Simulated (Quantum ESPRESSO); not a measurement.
System: CoSi (space group P2_13).

Computed with Quantum ESPRESSO 7.5: plane-wave DFT, collinear spins; energies at scaled volumes of the given cell, shape and fractions fixed, counted from the fit's minimum, third-order Birch-Murnaghan fit. All runs: collinear spin.

- k mesh: 3×3×3
- occupations: Fermi–Dirac
- smearing width: 0.05 eV
- potentials: PseudoDojo 0.4.1 SR PBE standard
- wave cutoff: 1306 eV
- density cutoff: 5225 eV

What does the calculation give for the energy against volume, with one curve for each functional? The cases: SOGGA; PBE.

The fitted equilibrium volumes, smallest first, are SOGGA 10.533, PBE 10.918 Å³/atom. The fitted bulk moduli, smallest first, are PBE 222.7, SOGGA 251.4 GPa.

SOGGA:
```
volume (Å³/atom)  energy (meV/atom)
           10.27               5.36
           10.49               0.14
           10.71               2.21
           10.93              10.78
           11.14              25.15
           11.36              44.69
           11.58              68.85
```

PBE:
```
volume (Å³/atom)  energy (meV/atom)
           10.27              29.84
           10.49              12.59
           10.71               2.91
           10.93               0.00
           11.14               3.16
           11.36              11.74
           11.58              25.17
```

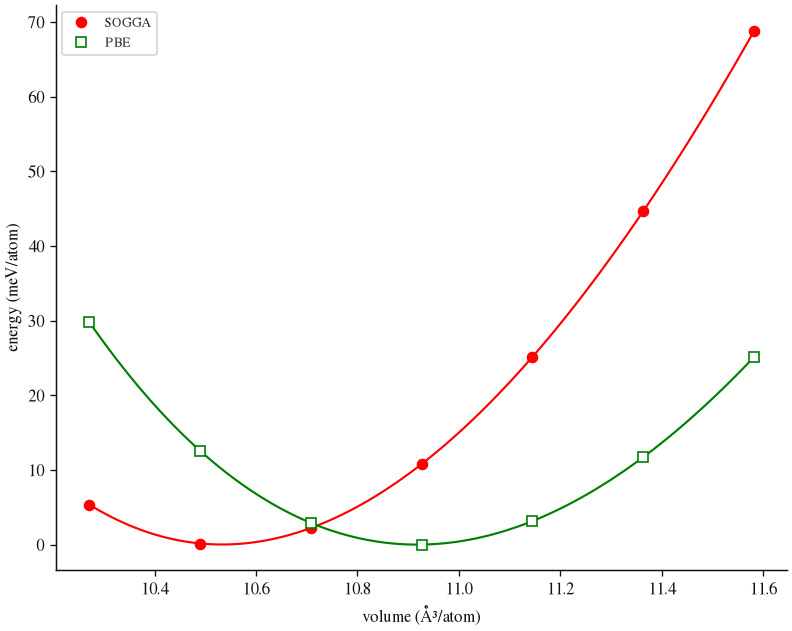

Keep in mind: coarse k mesh; potentials made for another functional (SOGGA); sogga exchange with the correlation of pbe (SOGGA); shape and atomic fractions are frozen while scaling, which makes layered, chain and framework solids too stiff.
